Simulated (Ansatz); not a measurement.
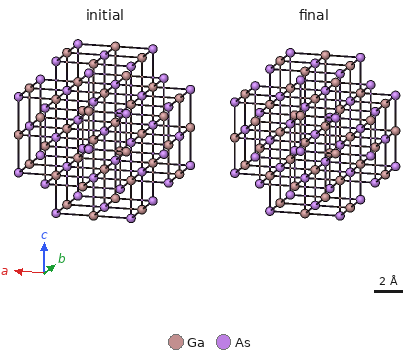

The structure of crystalline GaAs (built on the rock salt_225 type) (coarse preliminary run) before (left) and after (right) a relaxation, at one scale.

A ball-and-stick model of the conventional cell (4 times the calculation's cell), seen from a free direction. Lengths and directions refer to the drawn axes.

Case: rock salt type (Fm-3m, No. 225).

Theory: DFT PBE, scalar-relativistic, plane waves, PAW (Ansatz).

The input:
```yaml
crystal:
  lattice:
    - [0.0, 2.8834562447, 2.8834562447]
    - [2.8834562447, 0.0, 2.8834562447]
    - [2.8834562447, 2.8834562447, 0.0]
  atoms:
    - { symbol: Ga, position: [0.0, 0.0, 0.0] }
    - { symbol: As, position: [0.5, 0.5, 0.5] }
basis:
  ecutwfc: 420
kpoints:
  mp_grid: { grid: [6, 6, 6] }
hamiltonian:
  xc: pbe
scf:
  occupations: { method: gaussian, width: 0.1 }
  lower_state_search: "off"
output:
  forces: true
  stress: true
  eigenvalues: true
relax:
  adjacent_minimum: "off"
  f_tol: 0.04
  max_steps: 70
  cell: { stress_tol: 0.4 }
```

Command:
```bash
ansatz run input.yaml --threads 1 --pin off --max-ram 2560MiB --backend cpu --events-out ev --progress --plain --runs-dir out
```

> Summarise the run.

After 3 accepted moves (4 points after the start) the energy has fallen by 148 meV per atom. All forces vanish by symmetry, so only the cell relaxes. Pressure: −8.84 GPa at the start and −0.09 GPa at the end. The SCF was repeated once at an unchanged geometry on a basis and grid sized afresh for the cell, which shifted the energy by 0.9 meV per atom at most. No atom moves by more than 0.005 Å relative to the cell. The drawn cell changes as follows: a = b = c 5.767 → 5.394 Å (−6.5 %); the volume changes by −18.2 %. Some distances before and after: Ga1–As2 2.883 → 2.697 Å. The space group stays Fm-3m (No. 225). Cost: 5.4 s on 1 thread of Arm Neoverse V2, with other jobs on the host, peak memory 0.31 GiB.
